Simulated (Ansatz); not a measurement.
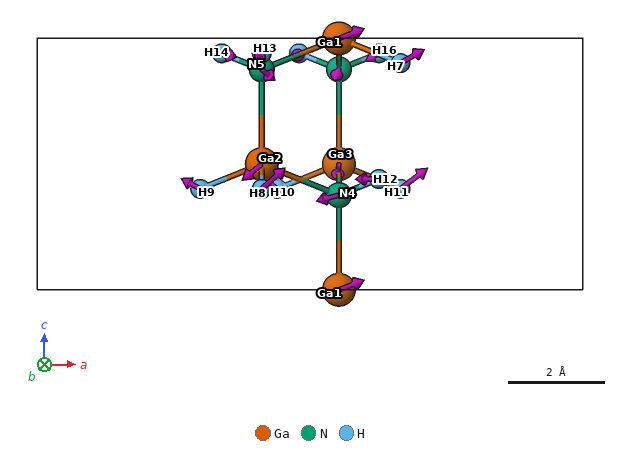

This is a relaxation of a wire of composition Ga$_{3}$H$_{10}$N$_{3}$. The starting structure is drawn; purple arrows show the displacements (the part carried along by the change of the cell is left out), magnified 5 times.

Style: ball-and-stick. Shown: the cell of the calculation, with the vacuum cut short, along the b axis.

Case: wire along [0 0 1], 6 atoms a period, capped with H.

The calculation used DFT PBE, scalar-relativistic, plane waves, PAW in Ansatz.

Input
```yaml
crystal:
  lattice:
    - [13.2, 0.0, 0.0]
    - [0.0, 14.3, 0.0]
    - [0.0, 0.0, 5.2430304722]
  atoms:
    - { symbol: Ga, position: [0.5609550932, 0.4934389835, 0.9991316875] }
    - { symbol: Ga, position: [0.4390449068, 0.428468326, 0.4991316875] }
    - { symbol: Ga, position: [0.5609550932, 0.6233802985, 0.4991316875] }
    - { symbol: "N", position: [0.5609550932, 0.4934389835, 0.3758683125] }
    - { symbol: "N", position: [0.4390449068, 0.428468326, 0.8758683125] }
    - { symbol: "N", position: [0.5609550932, 0.6233802985, 0.8758683125] }
    - { symbol: H, position: [0.6582432495, 0.441590359, 0.9007636443] }
    - { symbol: H, position: [0.4390449068, 0.324771077, 0.4007636443] }
    - { symbol: H, position: [0.3417567505, 0.4803169505, 0.4007636443] }
    - { symbol: H, position: [0.463666937, 0.675228923, 0.4007636443] }
    - { symbol: H, position: [0.6582432495, 0.675228923, 0.4007636443] }
    - { symbol: H, position: [0.6241614113, 0.4597538899, 0.4397762132] }
    - { symbol: H, position: [0.4390449068, 0.3610981387, 0.9397762132] }
    - { symbol: H, position: [0.3758385887, 0.4621534196, 0.9397762132] }
    - { symbol: H, position: [0.4977487752, 0.6570653921, 0.9397762132] }
    - { symbol: H, position: [0.6241614113, 0.6570653921, 0.9397762132] }
basis:
  ecutwfc: 420
kpoints:
  mp_grid: { grid: [1, 1, 6] }
hamiltonian:
  xc: pbe
scf:
  occupations: { method: gaussian, width: 0.05 }
output:
  forces: true
  stress: true
  eigenvalues: true
  populations: true
  write_density: true
  write_potential: true
  elf: true
  volumetric_format: npy
relax:
  adjacent_minimum: "off"
  f_tol: 0.02
  max_steps: 45
  cell: { fix: [a, b, alpha, beta, gamma], stress_tol: 0.03 }
```

Run as
```bash
ansatz run input.yaml --threads 4 --pin off --max-ram 11264MiB --backend cpu --events-out ev --progress --plain --runs-dir out
```

Describe the change and its energy.

After 5 accepted moves (6 points after the start) the energy has fallen by 0.348 eV per cell of the calculation. Largest force component: 0.94 eV/Å at the start, 0.0062 eV/Å at the end. At 1 point the geometry stayed and the basis and grid were re-selected for the new cell (energy shift of 8.3 meV per cell of the calculation at most each time). The largest moves relative to the centre of the atoms, 0.16 Å, are those of H8 and H11. By element the largest moves are H 0.16 Å, Ga 0.13 Å, N 0.12 Å. Along the periodic axis the drawn cell goes c 5.243 → 5.344 Å (+1.9 %). Among the contacts that change: Ga2–N5 1.975 → 2.043 Å, Ga1–N5 1.967 → 1.994 Å, Ga1–N4 1.975 → 1.960 Å, Ga1–H7 1.570 → 1.561 Å. Among the angles between lasting bonds that change: H8–Ga2–H9 109.8° → 122.2°, N5–Ga1–N6 109.8° → 100.4°, Ga1–N5–Ga2 109.2° → 116.9°. Cost: 40 s on 4 threads of Intel(R) Xeon(R) 6975P-C (Granite Rapids), on a shared host, peak memory 1.3 GiB.
